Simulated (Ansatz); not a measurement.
Single-point calculation of Ir

The run: single-point calculation of Ir (Fm-3m, 1 atom in the cell). Method and program: DFT r2SCAN, scalar-relativistic, plane waves, PAW, no spin polarisation (Ansatz 0.2.0).

The structure was made by swapping elements on the sites of another compound; it need not be a known phase. It belongs to a series of runs on one base structure; here: Pt -> Ir on all its sites, cell and atoms relaxed. Figures and captions count atoms from 1; the log counts them from 0 in places.

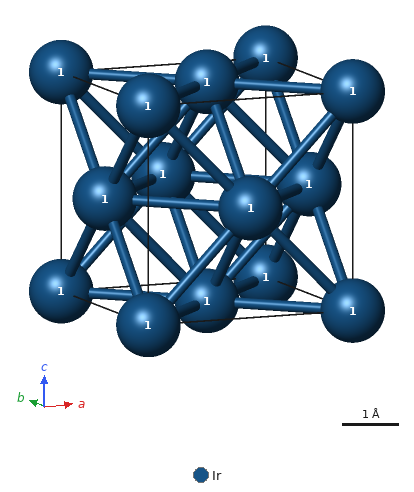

Fig. 1: The input geometry (ball-and-stick view of the cell 4 times as large as that of the calculation, set on its symmetry axes, seen slightly off an axis; atoms are numbered from 1 in the order of the input). An atom can appear more than once, as a periodic image. Near neighbours in the periodic cell (some may lie outside the picture): Ir has 12 Ir at 2.86 Å.

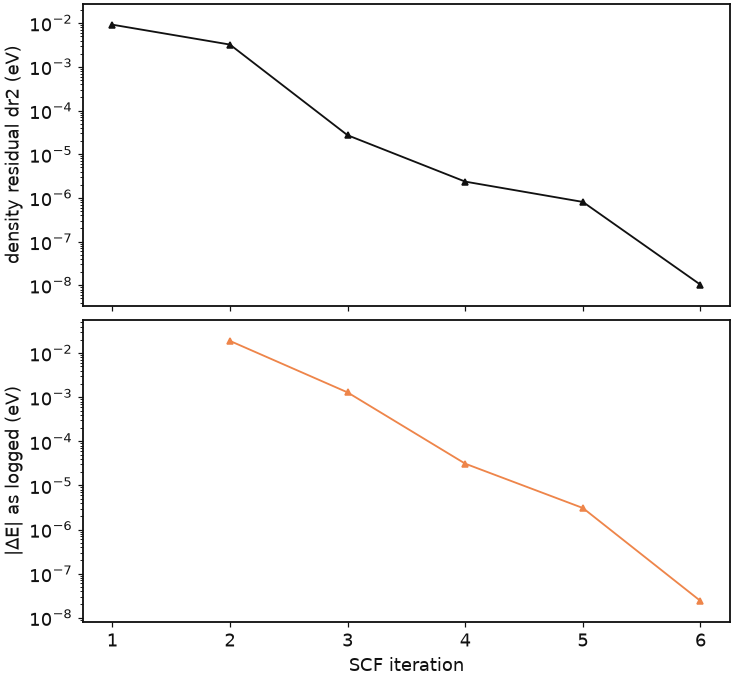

Fig. 2: Convergence of the self-consistent field: density residual dr2 and size of the energy change against the SCF iteration. The residual falls at every step.

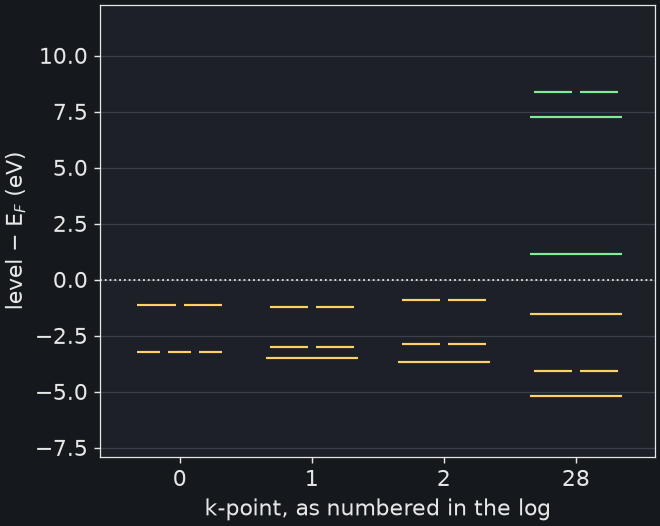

Fig. 3: Kohn–Sham levels near the Fermi level (dotted) at the few k-points that the log prints; levels within 0.02 eV of each other stand side by side. The system is metallic on the full mesh.

The input and output of the run follow.

### The input
```yaml
crystal:
  lattice:
    - [0.0, 2.0189070708, 2.0189070708]
    - [2.0189070708, 0.0, 2.0189070708]
    - [2.0189070708, 2.0189070708, 0.0]
  atoms:
    - { symbol: Ir, position: [0.0, 0.0, 0.0] }
basis:
  ecutwfc: 500
kpoints:
  mp_grid: { grid: [8, 8, 8] }
hamiltonian:
  xc: r2scan
scf:
  occupations: { method: gaussian, width: 0.1 }
output:
  forces: true
  stress: true
  eigenvalues: true
```

Run as:
```bash
ansatz run input.yaml --threads 1 --pin off --max-ram 2560MiB --backend cpu --events-out ev --progress --plain --runs-dir out
```

### The program's output
```
Engine: ansatz 0.2.0, x86_64-unknown-linux-gnu
Pseudopotentials: kind: paw
Pseudopotential: Ir, paw, valence charge 17, recommended cutoff 500 eV (meta_gga), Ir.paw.azcp
Functional definition: r2SCAN
  parameter k0 = 0.174
  parameter k1 = 0.065
  parameter a1 = 4.9479
  exchange = r2scan_x(k0 = k0, k1 = k1, a1 = a1)
  correlation = r2scan_c
Crystal: 1 atoms, lattice volume = 16.458 Å³
Basis set: ecut = 500 eV, 411 PW (Γ), exchange–correlation on 96×96×96 points (64 copies of the dense FFT grid, shifted against one another)
Bands: 13, of which v1, the nominal top of the filled ones, is band 9 counted from 1 (8 counted from 0)
Symmetry: 48 space group operations
Space group: Fm-3m (ITA 225), of the structure as read, at distance tolerance 2.5e-5 Å
k-points: 29 of 512
Non-local potential: Ir, projectors of the file, l = 0: 3, l = 1: 2, l = 2: 2, l = 3: 1
PAW form: soft (Blöchl's): semilocal exchange-correlation on the pseudo side does not see the compensation charge
PAW frozen core: Ir, regenerated for the run's functional (the file was generated under x = pbe(κ = 0.804, μ = 0.2195149727645171), c = pbe(β = 0.06672455060314922))
PAW one-centre angular grid: Ir, 590 points (default); XC on 160 Gauss nodes
Initial density: superposition of atomic densities (neutral atoms: chi_scale 0, normalization atom), corrected by the library's trained network
Initial wavefunctions: pseudopotential atomic-orbital guess
Functional: x = r2scan, c = r2scan; τ floored in thin density (d = 2e-4 eV/Å³)
SCF iter   1: F=—  HF=-11948.338624 eV  |F-HF|=—  |Δ(HF+E_count)|=         —  Δρ=1.40e-2  dr2=9.22e-3  dr2_τ=2.51e-2  ethr=1.77e-3  ⟨swp⟩=5.0  Hψ=2212  notcnv=0
preconditioner: auto → none  [metal: Δε(μ)=0.067 eV  Ē_g=13.126 eV  σ=0.100 eV  W_gap=0.36  n_scr=8 (ndim 8)  ℏωp=27.5 eV  f_vac=0.000  D(μ)=1.69/eV (n_scr^D=14)  sad-step TF]
SCF iter   2: F=—  HF=-11948.357632 eV  |F-HF|=—  |Δ(HF+E_count)|=   1.90e-2  Δρ=8.63e-3  dr2=3.23e-3  dr2_τ=3.99e-4  ethr=5.42e-5  ⟨swp⟩=2.4  Hψ=820  notcnv=0  defer=9
SCF iter   3: F=—  HF=-11948.358919 eV  |F-HF|=—  |Δ(HF+E_count)|=   1.29e-3  Δρ=6.19e-4  dr2=2.72e-5  dr2_τ=1.41e-5  ethr=1.90e-5  ⟨swp⟩=2.0  Hψ=507  notcnv=0  defer=9
SCF iter   4: F=—  HF=-11948.358950 eV  |F-HF|=—  |Δ(HF+E_count)|=   3.12e-5  Δρ=1.74e-4  dr2=2.36e-6  dr2_τ=4.62e-7  ethr=1.60e-7  ⟨swp⟩=2.1  Hψ=519  notcnv=0  defer=9
SCF iter   5: F=—  HF=-11948.358953 eV  |F-HF|=—  |Δ(HF+E_count)|=   3.08e-6  Δρ=8.00e-5  dr2=8.09e-7  dr2_τ=1.44e-7  ethr=1.39e-8  ⟨swp⟩=2.4  Hψ=572  notcnv=0  defer=9
SCF iter   6: F=-11948.358953 eV  HF=-11948.358953 eV  |F-HF|=1.02e-8  |Δ(HF+E_count)|=   2.40e-8  Δρ=1.01e-5  dr2=1.03e-8  dr2_τ=9.17e-10  ethr=5.88e-10  ⟨swp⟩=4.0  Hψ=1496  notcnv=0
SCF 1 converged in 6 iterations: F = -11948.358953 eV  dr2 = 1.03e-8
  greatest PAW one-centre occupation: 1.000 electrons in one spin orbital (limit 2), on the Ir atom at site 0 (counted from 0), in its partial waves of l = 0
SCF converged after 6 iterations
Free energy (F): -11948.358953 eV
Harris-Foulkes:  -11948.358953 eV  (|F-HF|=1.02e-8)
Internal energy: -11948.350821 eV  (E = F + TS)
E sigma→0 (E₀):  -11948.354887 eV
Entropy (-TS):   -0.008133 eV (-8.133 meV/atom)
Fermi energy:    21.076032 eV
--- Per-component energies (eV) ---
  E_band       = -166.929134
  E_kinetic    = 617.994280
  E_local      = -1239.598850  (includes V_loc(G=0)·N_el)
  E_nonlocal   = 73.794727
  E_hartree    = 464.764710
  E_xc         = -253.072818
  E_vxc        = -330.085467  (∫ρ·V_xc dr)
  E_paw        = -9249.264831  (= ΣΔE_a)
  E_vpaw       = -239.136722  (= ΣTr[D̂ρ^β])
  E_aug_tail   = -0.000018  (compensation charges beyond the density's cutoff)
  E_vtau       = 20.570867  (kinetic-family band-sum trace: ∫τ·v_τ [+ j·A + Jᵃ·Aᵃ] dr)
  E_ewald      = -2362.651126
  E_core_change = -0.316894  (= ΣΔE_core)
  E_smearing   = -0.008133  (= −TS)
  E_closure    = 0.000000  (closes the sum)
  Σ components = -11948.358953   (vs F -11948.358953, Δ=0.00e0)
--- Forces (eV/Å), atoms counted from 1 ---
  atom   1  Ir    -0.00000000     0.00000000     0.00000000
  max |Σ_I F_I| component: 3.18e-32 eV/Å
--- Stress (GPa, compression-positive) ---
      -37.190129       0.000000      -0.000000
        0.000000     -37.190129       0.000000
       -0.000000       0.000000     -37.190129
  P = ⅓ Tr σ = -37.1901 GPa (-371.901 kbar)
--- Band table (eV; the first three rows and the last of 29) ---
  k-point 0: bands = ["-73.4849", "-29.4464", "-29.4464", "-29.4464", "11.0904", "17.8609", "17.8609", "17.8609", "19.9619", "19.9619", "35.6212", "40.5869", "40.5869"]
  k-point 1: bands = ["-73.4795", "-29.5200", "-29.4569", "-29.4569", "11.6979", "17.5989", "18.0806", "18.0806", "19.8597", "19.8597", "36.5167", "38.2706", "41.5102"]
  k-point 2: bands = ["-73.4667", "-29.6950", "-29.4821", "-29.4821", "13.1479", "17.4195", "18.2103", "18.2103", "20.1671", "20.1671", "34.5390", "37.4097", "43.5561"]
  k-point 28: bands = ["-73.4365", "-29.7722", "-29.7722", "-29.6345", "15.8902", "16.9870", "16.9870", "19.5408", "22.2326", "28.3472", "29.4530", "29.4530", "33.3957"]
```

### Results in brief

| quantity | value |
| --- | --- |
| outcome | converged |
| space group (tolerance 0.01 Å) | Fm-3m (225) |
| electrons treated | 17 |
| free energy | −11948.3590 eV |
| Fermi energy | 21.076 eV |
| gap on the k-point mesh | none (metallic) |
| pressure | −37.19 GPa |
| largest force (length of the vector) | under 0.001 eV/Å |
| hardware | 1 thread of AMD EPYC (Zen 3), 32 GiB of memory available, shared host |
| wall time | 1.2 s |
| peak memory | 0.38 GiB |

### Notes

Spin–orbit coupling is left out, which matters for Ir. The cell is under a tension of 37 GPa at this level, so it is not at its equilibrium volume.
